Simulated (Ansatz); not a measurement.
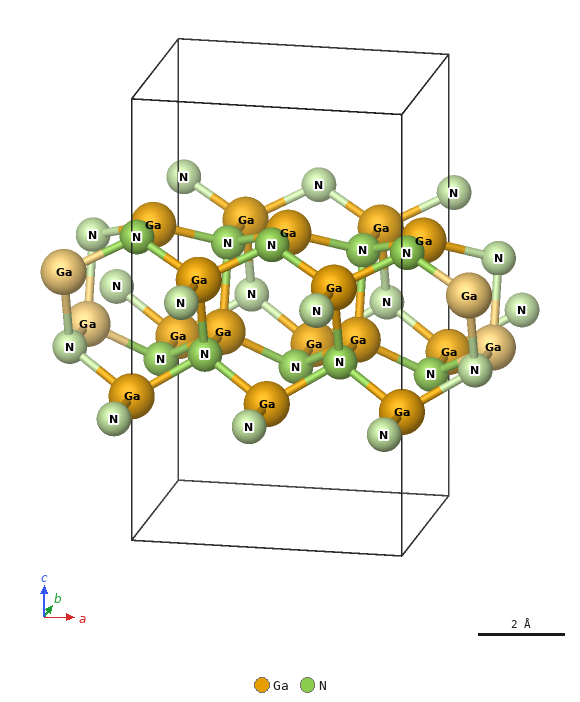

Fig. 1: The input geometry (ball-and-stick view of the cell of the calculation, with the vacuum cut short, seen slightly off an axis; neighbours outside the cell are drawn fainter). An atom can appear more than once, as a periodic image. Near neighbours in the periodic cell (some may lie outside the picture): Ga has 3 N at 1.83 to 1.98 Å; N has 3 Ga at 1.83 to 1.98 Å; Ga has 4 N at 1.90 to 2.12 Å; N has 4 Ga at 1.90 to 2.12 Å.

# Single-point calculation, with input and output: GaN

- system: GaN (slab, 16 atoms in the cell)
- method: DFT PBE, scalar-relativistic, plane waves, PAW, PAW set soft_1, no spin polarisation (Ansatz 0.2.0)

The structure derives from an entry of the Crystallography Open Database. Figures and captions count atoms from 1; the log counts them from 0 in places.

Input file
```yaml
crystal:
  lattice:
    - [6.4373054365, 0.0, 0.0]
    - [0.0, 5.2434880756, 0.0]
    - [0.0, 0.0, 19.1910778342]
  atoms:
    - { symbol: Ga, position: [0.0, 0.0008659247, 0.20843019] }
    - { symbol: Ga, position: [0.5, 0.0008659247, 0.20843019] }
    - { symbol: "N", position: [0.0, 0.6241340753, 0.20843019] }
    - { symbol: "N", position: [0.5, 0.6241340753, 0.20843019] }
    - { symbol: Ga, position: [0.25, 0.5008659247, 0.2568456576] }
    - { symbol: Ga, position: [0.75, 0.5008659247, 0.2568456576] }
    - { symbol: "N", position: [0.25, 0.1241340753, 0.2568456576] }
    - { symbol: "N", position: [0.75, 0.1241340753, 0.2568456576] }
    - { symbol: Ga, position: [0.25, 0.9918618147, 0.3610150164] }
    - { symbol: Ga, position: [0.75, 0.9918618147, 0.3610150164] }
    - { symbol: "N", position: [0.25, 0.6214454682, 0.3602829983] }
    - { symbol: "N", position: [0.75, 0.6214454682, 0.3602829983] }
    - { symbol: Ga, position: [0.0, 0.462316421, 0.389709082] }
    - { symbol: Ga, position: [0.5, 0.462316421, 0.389709082] }
    - { symbol: "N", position: [0.0, 0.1155219638, 0.4007632036] }
    - { symbol: "N", position: [0.5, 0.1155219638, 0.4007632036] }
basis:
  ecutwfc: 420
kpoints:
  mp_grid: { grid: [4, 5, 1] }
hamiltonian:
  xc: pbe
  pseudopotentials: { kind: paw, azcp: { folder: soft_1 } }
scf:
  occupations: { method: gaussian, width: 0.05 }
output:
  forces: true
  eigenvalues: true
efield:
  axis: 3
  dipole_correction: true
  ramp_width: 0.04
```

Run on 4 threads of Intel Xeon @ 2.50GHz (Skylake/Cascade Lake), 16 GiB of memory available, shared host.

Run as:
```bash
ansatz run input.yaml --threads 4 --pin off --max-ram 12288MiB --backend cpu --events-out ev --progress --plain --runs-dir out
```

The program's output
```
Engine: ansatz 0.2.0, x86_64-unknown-linux-gnu
Pseudopotentials: kind: paw
Pseudopotential: Ga, paw, valence charge 13, recommended cutoff 420 eV (normal), [file]
Pseudopotential: N, paw, valence charge 5, recommended cutoff 420 eV (normal), [file]
Functional definition: PBE
  parameter kappa = 0.804
  parameter beta = 0.06672455060314922
  exchange = pbe_x(kappa = kappa, mu = beta*pi^2/3)
  correlation = pbe_c(beta = beta)
Crystal: 16 atoms, lattice volume = 647.774 Å³
Basis set: ecut = 420 eV, 12697 PW (Γ), exchange–correlation on 90×72×270 points (8 copies of the dense FFT grid, shifted against one another)
Bands: 88, of which v1, the nominal top of the filled ones, is band 72 counted from 1 (71 counted from 0)
Symmetry: 4 space group operations
Space group: Pm (ITA 6), of the structure as read, at distance tolerance 8.7e-5 Å
k-points: 9 of 20 (time reversal used)
Non-local potential: Ga, projectors of the file, l = 0: 2, l = 1: 2, l = 2: 3, l = 3: 1
Non-local potential: N, projectors of the file, l = 0: 2, l = 1: 2, l = 2: 1
PAW form: soft (Blöchl's): semilocal exchange-correlation on the pseudo side does not see the compensation charge
PAW one-centre angular grid: Ga, 590 points (default); XC on 64 Gauss nodes
PAW one-centre angular grid: N, 110 points (default); XC on 64 Gauss nodes
Initial density: superposition of atomic densities (neutral atoms: chi_scale 0, normalization atom)
Initial wavefunctions: pseudopotential atomic-orbital guess
Functional: x = pbe(κ = 0.804, μ = 0.2195149727645171), c = pbe(β = 0.06672455060314922)
SCF iter   1: F=—  HF=-33355.238260 eV  |F-HF|=—  |Δ(HF+E_count)|=         —  Δρ=9.09e-2  dr2=7.05e1  ethr=3.10e-3  p=-0.000 e·Å  D=-7.33e-6 V/Å  ΔV_dip=0.00 eV  dr2_dipole=8.07e-2  V_vac-E_F(+/−)=8.69/8.69 eV  ⟨swp⟩=6.7  Hψ=3224  notcnv=0  defer=38
efield: sawtooth ramp at fractional position 0.7846 (placed from the atoms, in the widest stretch of the axis that holds none; the zero of the levels goes with the place), width 0.0400; the density the first Hamiltonian is built on has a dipole p = -0.000 e·Å; the dipole correction subtracts the counter field D = -7.33e-6 V/Å, which shifts the + side's vacuum level by +0.00 eV against the − side's; the planar-averaged density in the ramp window peaks in size at 5.3e-6 e/Å³
preconditioner: auto → Resta (q_TF=auto, 2.123 Å⁻¹)  ε∞=2.3  [insulator: Δε(μ)=3.107 eV  Ē_g=15.100 eV  σ=0.050 eV  W_gap=1.00  n_scr=102 (ndim 8)  ℏωp=17.5 eV  f_vac=0.628  D(μ)=0.00/eV (n_scr^D=0)  ε∞_Penn≈2.3  vacuum switching on, ρ_ref=1.7e-2 e/Å³]
SCF iter   2: F=—  HF=-33337.885608 eV  |F-HF|=—  |Δ(HF+E_count)|=    1.74e1  Δρ=4.23e-2  dr2=7.50e0  ethr=3.10e-3  p=-0.186 e·Å  D=-5.20e-2 V/Å  ΔV_dip=1.00 eV  dr2_dipole=2.16e-1  V_vac-E_F(+/−)=5.60/4.60 eV  ⟨swp⟩=4.0  Hψ=1890  notcnv=0  defer=108
SCF iter   3: F=—  HF=-33336.377311 eV  |F-HF|=—  |Δ(HF+E_count)|=    1.51e0  Δρ=1.56e-2  dr2=1.20e0  ethr=3.10e-3  p=0.029 e·Å  D=7.98e-3 V/Å  ΔV_dip=-0.15 eV  dr2_dipole=2.06e-2  V_vac-E_F(+/−)=5.34/5.49 eV  ⟨swp⟩=2.7  Hψ=1686  notcnv=0  defer=108
SCF iter   4: F=—  HF=-33336.341437 eV  |F-HF|=—  |Δ(HF+E_count)|=   3.59e-2  Δρ=8.95e-3  dr2=7.26e-1  ethr=8.37e-4  p=-0.123 e·Å  D=-3.45e-2 V/Å  ΔV_dip=0.66 eV  dr2_dipole=7.76e-2  V_vac-E_F(+/−)=5.35/4.69 eV  ⟨swp⟩=3.0  Hψ=986  notcnv=0  defer=108
SCF iter   5: F=—  HF=-33336.230591 eV  |F-HF|=—  |Δ(HF+E_count)|=   1.11e-1  Δρ=2.10e-3  dr2=4.04e-2  ethr=5.04e-4  p=-0.024 e·Å  D=-6.57e-3 V/Å  ΔV_dip=0.13 eV  dr2_dipole=5.08e-5  V_vac-E_F(+/−)=4.76/4.63 eV  ⟨swp⟩=2.8  Hψ=1057  notcnv=0  defer=108
SCF iter   6: F=—  HF=-33336.223482 eV  |F-HF|=—  |Δ(HF+E_count)|=   7.11e-3  Δρ=8.75e-4  dr2=5.74e-3  ethr=2.80e-5  p=-0.019 e·Å  D=-5.40e-3 V/Å  ΔV_dip=0.10 eV  dr2_dipole=4.54e-4  V_vac-E_F(+/−)=4.78/4.67 eV  ⟨swp⟩=2.7  Hψ=1418  notcnv=0  defer=108
SCF iter   7: F=—  HF=-33336.224607 eV  |F-HF|=—  |Δ(HF+E_count)|=   1.13e-3  Δρ=6.36e-4  dr2=5.26e-3  ethr=3.99e-6  p=-0.005 e·Å  D=-1.45e-3 V/Å  ΔV_dip=0.03 eV  dr2_dipole=6.13e-4  V_vac-E_F(+/−)=4.73/4.70 eV  ⟨swp⟩=2.0  Hψ=1295  notcnv=0  defer=108
SCF iter   8: F=—  HF=-33336.224137 eV  |F-HF|=—  |Δ(HF+E_count)|=   4.70e-4  Δρ=1.84e-4  dr2=3.56e-4  ethr=3.65e-6  p=-0.012 e·Å  D=-3.31e-3 V/Å  ΔV_dip=0.06 eV  dr2_dipole=3.52e-6  V_vac-E_F(+/−)=4.75/4.69 eV  ⟨swp⟩=2.0  Hψ=849  notcnv=0  defer=108
SCF iter   9: F=—  HF=-33336.224201 eV  |F-HF|=—  |Δ(HF+E_count)|=   6.45e-5  Δρ=8.53e-5  dr2=3.34e-5  ethr=2.47e-7  p=-0.012 e·Å  D=-3.46e-3 V/Å  ΔV_dip=0.07 eV  dr2_dipole=2.89e-8  V_vac-E_F(+/−)=4.74/4.67 eV  ⟨swp⟩=2.3  Hψ=1295  notcnv=0  defer=108
SCF iter  10: F=—  HF=-33336.224267 eV  |F-HF|=—  |Δ(HF+E_count)|=   6.59e-5  Δρ=2.74e-5  dr2=3.00e-6  ethr=2.32e-8  p=-0.012 e·Å  D=-3.43e-3 V/Å  ΔV_dip=0.07 eV  dr2_dipole=2.60e-8  V_vac-E_F(+/−)=4.74/4.67 eV  ⟨swp⟩=2.0  Hψ=1420  notcnv=0  defer=108
SCF iter  11: F=—  HF=-33336.224270 eV  |F-HF|=—  |Δ(HF+E_count)|=   2.50e-6  Δρ=9.20e-6  dr2=5.73e-7  ethr=2.08e-9  p=-0.012 e·Å  D=-3.42e-3 V/Å  ΔV_dip=0.07 eV  dr2_dipole=1.72e-10  V_vac-E_F(+/−)=4.74/4.67 eV  ⟨swp⟩=2.0  Hψ=1332  notcnv=0  defer=108
SCF iter  12: F=-33336.224270 eV  HF=-33336.224270 eV  |F-HF|=4.03e-9  |Δ(HF+E_count)|=   1.68e-7  Δρ=2.82e-6  dr2=4.04e-8  ethr=6.94e-11  p=-0.012 e·Å  D=-3.41e-3 V/Å  ΔV_dip=0.07 eV  dr2_dipole=3.75e-11  V_vac-E_F(+/−)=4.74/4.67 eV  ⟨swp⟩=15.2  Hψ=5251  notcnv=0
SCF 1 converged in 12 iterations: F = -33336.224270 eV  dr2 = 4.04e-8
  greatest PAW one-centre occupation: 0.996 electrons in one spin orbital (limit 2), on the Ga atom at site 5 (counted from 0), in its partial waves of l = 2
```

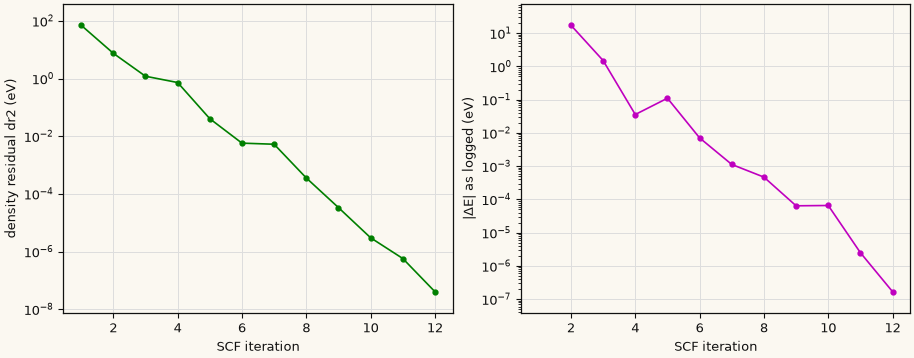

Fig. 2: Convergence of the self-consistent field: density residual dr2 and size of the energy change against the SCF iteration. The residual falls at every step.

```
SCF converged after 12 iterations
Free energy (F): -33336.224270 eV
Harris-Foulkes:  -33336.224270 eV  (|F-HF|=4.03e-9)
Internal energy: -33336.224270 eV  (E = F + TS)
E sigma→0 (E₀):  -33336.224270 eV
Fermi energy:    -0.471577 eV
Dipole field:    D = -0.003415 V/Å  (p = -0.012223 e·Å, saw-weighted, corrected)
Work function:   Φ+ = 4.7370 eV   Φ− = 4.6715 eV
Levels:          The Fermi level and band energies are counted from a zero that moves with the ramp; work functions are not
--- Per-component energies (eV) ---
  E_band       = -1587.636519
  E_kinetic    = 1901.605976
  E_local      = -106952.968227  (includes V_loc(G=0)·N_el)
  E_nonlocal   = -445.020141
  E_hartree    = 54202.578198
  E_xc         = -970.494037
  E_vxc        = -1035.618060  (∫ρ·V_xc dr)
  E_paw        = -16980.227999  (= ΣΔE_a)
  E_vpaw       = -3460.813876  (= ΣTr[D̂ρ^β])
  E_aug_tail   = 0.005355  (compensation charges beyond the density's cutoff)
  E_efield     = 0.000021  (sawtooth field / dipole correction)
  E_vefield    = 0.001175  (∫n·V_field dr)
  E_ewald      = 35908.296585
  E_smearing   = -0.000000  (= −TS)
  E_closure    = -0.000000  (closes the sum)
  Σ components = -33336.224270   (vs F -33336.224270, Δ=0.00e0)
--- Forces (eV/Å), atoms counted from 1 ---
  atom   1  Ga     0.00000000    -1.66608588     1.90972031
  atom   2  Ga     0.00000000    -1.66608588     1.90972031
  atom   3  N      0.00000000     0.55768663     0.69929120
  atom   4  N      0.00000000     0.55768663     0.69929120
  atom   5  Ga     0.00000000     0.87620736    -1.66679469
  atom   6  Ga     0.00000000     0.87620736    -1.66679469
  atom   7  N      0.00000000     0.22162472    -0.93920225
  atom   8  N      0.00000000     0.22162472    -0.93920225
  atom   9  Ga     0.00000000     0.01371884     0.01482071
  atom  10  Ga     0.00000000     0.01371884     0.01482071
  atom  11  N      0.00000000    -0.02186593     0.00437975
  atom  12  N      0.00000000    -0.02186593     0.00437975
  atom  13  Ga     0.00000000     0.00819769     0.00313685
  atom  14  Ga     0.00000000     0.00819769     0.00313685
  atom  15  N     -0.00000000     0.01052407    -0.02535777
  atom  16  N     -0.00000000     0.01052407    -0.02535777
  max |Σ_I F_I| component: 1.50e-5 eV/Å
--- Band table (eV; the first three rows and the last of 9) ---
  k-point 0: bands = ["-16.9641", "-16.5197", "-16.2330", "-16.1182", "-16.0670", "-16.0239", "-15.4467", "-15.3685", "-15.1072", "-15.0789", "-15.0656", "-15.0031", "-14.9864", "-14.9707", "-14.9565", "-14.9521", "-14.9147", "-14.9065", "-14.8796", "-14.8391", "-14.8210", "-14.7934", "-14.7723", "-14.6543", "-14.5897", "-14.5832", "-14.5437", "-14.4646", "-14.3620", "-14.2995", "-14.2931", "-14.2858", "-14.2564", "-14.2381", "-14.1996", "-14.1862", "-14.1623", "-14.1521", "-14.1329", "-14.0816", "-14.0775", "-13.5763", "-13.3828", "-12.8033", "-12.6927", "-12.6290", "-12.2456", "-12.1981", "-7.6892", "-7.1501", "-6.8045", "-6.7068", "-6.4648", "-5.6641", "-5.4259", "-5.3951", "-4.5550", "-4.3962", "-4.2420", "-3.7418", "-3.7130", "-3.4632", "-2.7378", "-2.6572", "-2.4016", "-1.9151", "-1.8118", "-1.7100", "-1.6488", "-1.2742", "-1.2134", "-0.8617", "-0.0815", "1.2035", "1.5484", "2.4282", "3.5293", "3.6516", "4.1371", "4.2145", "4.3314", "4.3317", "4.5794", "4.6481", "4.6985", "5.3690", "5.7305", "5.7871"]
  k-point 1: bands = ["-16.8994", "-16.5091", "-16.2282", "-16.1063", "-16.0589", "-16.0169", "-15.4184", "-15.3523", "-15.1035", "-15.0769", "-15.0725", "-15.0069", "-14.9868", "-14.9698", "-14.9541", "-14.9511", "-14.9195", "-14.9104", "-14.8874", "-14.8373", "-14.8236", "-14.7912", "-14.7436", "-14.6559", "-14.5649", "-14.5635", "-14.5574", "-14.4567", "-14.3689", "-14.2920", "-14.2911", "-14.2837", "-14.2552", "-14.2418", "-14.2037", "-14.1865", "-14.1632", "-14.1587", "-14.1350", "-14.0822", "-14.0793", "-13.5319", "-13.3496", "-13.1123", "-12.7774", "-12.6009", "-12.4539", "-12.2026", "-7.3890", "-7.1357", "-7.1056", "-6.7450", "-6.7449", "-6.0938", "-5.0031", "-4.8346", "-4.6706", "-4.2063", "-3.8803", "-3.5838", "-3.3400", "-3.0236", "-2.7372", "-2.6065", "-2.6059", "-2.4875", "-1.8210", "-1.7899", "-1.7520", "-1.1984", "-1.1042", "-0.9804", "0.4146", "1.0844", "1.6642", "2.3333", "3.3059", "3.6182", "3.9211", "3.9376", "4.2301", "4.5527", "4.5949", "4.6367", "4.9936", "5.5200", "5.7011", "5.9871"]
  k-point 2: bands = ["-16.7803", "-16.4921", "-16.2340", "-16.0822", "-16.0454", "-16.0056", "-15.3688", "-15.3246", "-15.0975", "-15.0831", "-15.0739", "-15.0135", "-14.9876", "-14.9685", "-14.9575", "-14.9417", "-14.9273", "-14.9194", "-14.8941", "-14.8421", "-14.8292", "-14.7878", "-14.6806", "-14.6579", "-14.5788", "-14.5142", "-14.5078", "-14.4589", "-14.3808", "-14.2898", "-14.2807", "-14.2797", "-14.2450", "-14.2095", "-14.1897", "-14.1877", "-14.1693", "-14.1653", "-14.1294", "-14.0833", "-14.0820", "-13.7670", "-13.2595", "-13.2413", "-12.9737", "-12.8815", "-12.5498", "-12.2147", "-7.7072", "-7.4066", "-7.0962", "-6.6227", "-6.4967", "-6.0005", "-5.5206", "-4.2192", "-3.7915", "-3.5958", "-3.5775", "-3.3142", "-3.2831", "-3.1231", "-2.7940", "-2.6234", "-2.5705", "-2.5618", "-1.9672", "-1.8320", "-1.7259", "-1.2708", "-1.2118", "-1.1113", "0.7719", "1.1666", "1.9158", "2.2396", "3.2760", "3.5042", "3.6773", "4.0867", "4.1832", "4.3126", "4.4035", "4.9804", "5.1358", "5.4040", "5.7996", "5.8996"]
  k-point 8: bands = ["-16.6139", "-16.6139", "-16.1207", "-16.1207", "-16.0316", "-16.0316", "-15.3360", "-15.3360", "-15.1223", "-15.1223", "-15.0252", "-15.0252", "-15.0029", "-15.0029", "-14.9855", "-14.9855", "-14.8777", "-14.8777", "-14.8552", "-14.8552", "-14.7550", "-14.7550", "-14.6772", "-14.6772", "-14.5608", "-14.5608", "-14.4716", "-14.4716", "-14.3456", "-14.3456", "-14.2761", "-14.2761", "-14.2481", "-14.2481", "-14.2172", "-14.2172", "-14.1329", "-14.1329", "-14.1193", "-14.1193", "-13.8944", "-13.8944", "-13.4601", "-13.4601", "-12.8910", "-12.8910", "-12.5508", "-12.5508", "-6.6592", "-6.6592", "-6.1720", "-6.1720", "-6.0948", "-6.0948", "-5.4445", "-5.4445", "-4.2576", "-4.2576", "-3.9978", "-3.9978", "-3.3421", "-3.3421", "-2.9261", "-2.9261", "-2.6117", "-2.6117", "-2.2387", "-2.2387", "-1.6021", "-1.6021", "-1.1238", "-1.1238", "1.0091", "1.0091", "2.2500", "2.2500", "3.7538", "3.7538", "4.6381", "4.6381", "4.9687", "4.9687", "5.2183", "5.2183", "5.6672", "5.6672", "5.8861", "5.8861"]
```

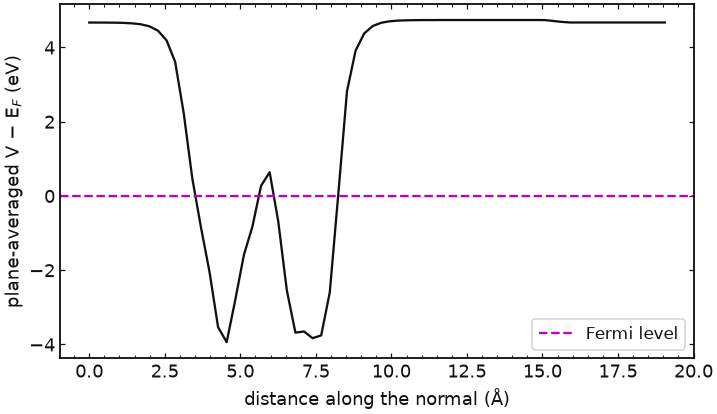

Fig. 3: Plane average of the electrostatic potential energy of an electron across the cell, from the Fermi level. The vacuum level lies 4.74 eV above the Fermi level on the upper side and 4.67 eV on the lower.

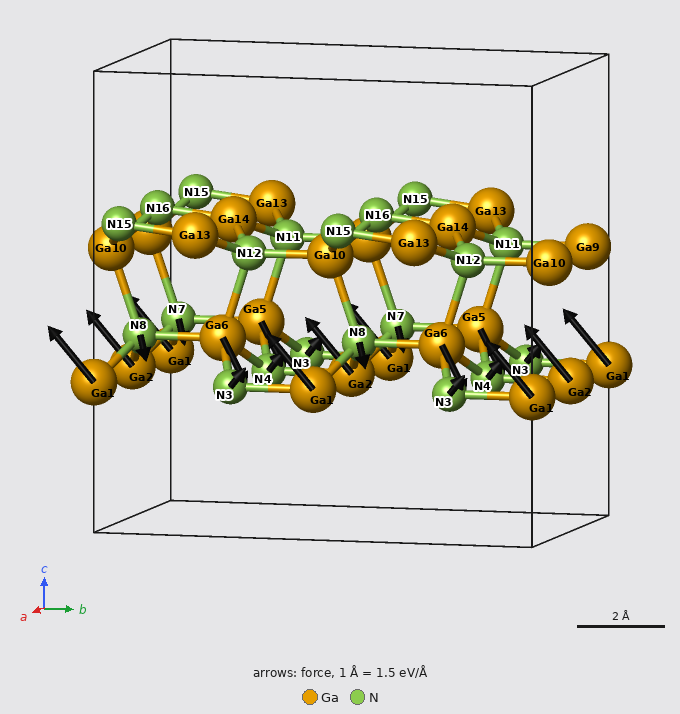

Fig. 4: Forces on the atoms as black arrows (ball-and-stick view of the 1 × 2 repeat of the cell, with the vacuum cut short, seen slightly off an axis; atoms are numbered from 1 in the order of the input); the smallest are left out. The largest act on Ga1, Ga2 (2.53 eV/Å); Ga5, Ga6 (1.88 eV/Å); N7, N8 (0.96 eV/Å); N3, N4 (0.89 eV/Å). The geometry is not a stationary point of this energy.

Summary

```tsv
quantity	value
outcome	converged
electrons treated	144
free energy	−33336.2243 eV
work function, top face	4.74 eV
work function, bottom face	4.67 eV
Fermi energy	−0.472 eV
gap on the k-point mesh	0.78 eV
work function (upper face)	4.74 eV
largest force (length of the vector)	2.534 eV/Å
wall time	18 s (CPU time 68 s)
peak memory	1.6 GiB
```
